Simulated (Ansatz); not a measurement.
MoS

```
Mo S
1.0
     3.00485    0.00000    0.00000
     0.00000    3.00485    0.00000
     0.00000    0.00000    3.00485
Mo S
1 1
Direct
  0.00000 0.00000 0.00000
  0.50000 0.50000 0.50000
```

Space group Pm-3m; a structure generated by program, which may or may not match a known phase; computed without spin polarisation.

The calculation used DFT PBE, scalar-relativistic, plane waves, PAW (Ansatz 0.2.0).

Core electrons are frozen (PAW), and the valence fields are smoothed inside the atomic spheres.

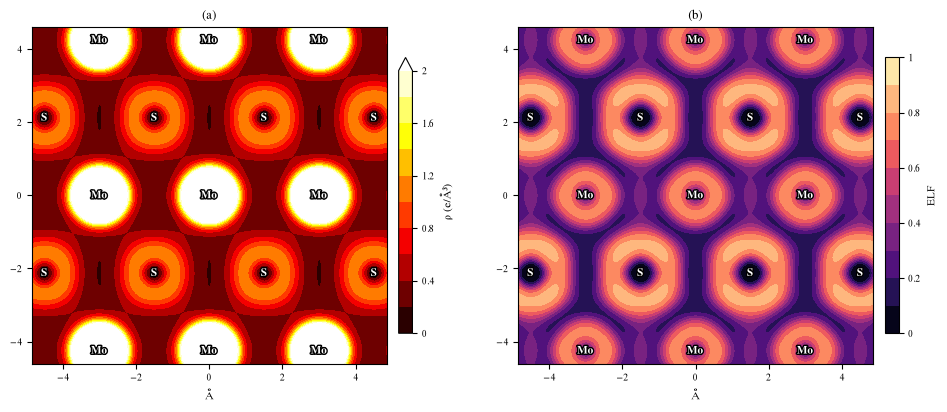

Figure 1. (a) valence charge density (pseudo); (b) electron localisation function on the (110) plane of the conventional cell.

Read the bonding off the picture.

- Atoms in the plane: Mo and S.
- Mo–S (2.60 Å): ρ is about 0.4 e/Å³ halfway; the ELF peaks at about 0.85 in the valence shell of S, 0.8 Å from its nucleus, and is about 0.30 at the midpoint.
- Between the atoms the lowest density in this plane is 0.19 e/Å³.
- The features right at Mo lie inside the PAW spheres, where the map follows smoothed inner orbitals and isn't to be read closely.

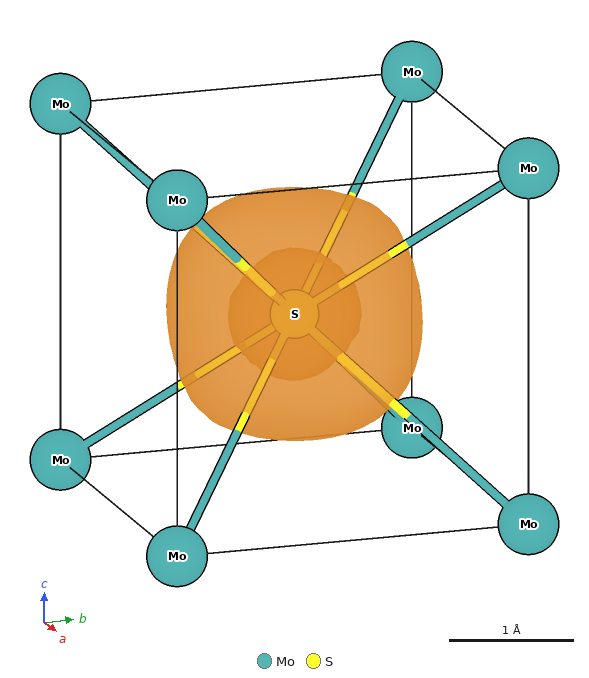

Figure 2. Isosurface of the ELF at 0.65 (orange), seen slightly off an axis. Only the valence region is drawn (cores and ρ < 0.01 e/Å³ removed). Sticks mark near contacts.

Describe the localisation domains.

The ELF exceeds this value in one region wrapped around S (its valence shell), counted in one cell of 2 atoms. Regions shared between cells count once.

Does the calculation make it a metal, or give it a gap?

It is metallic or semimetallic at this level of theory: no gap opens; semilocal functionals without U, or without the true magnetic order, often close the gap of such compounds.
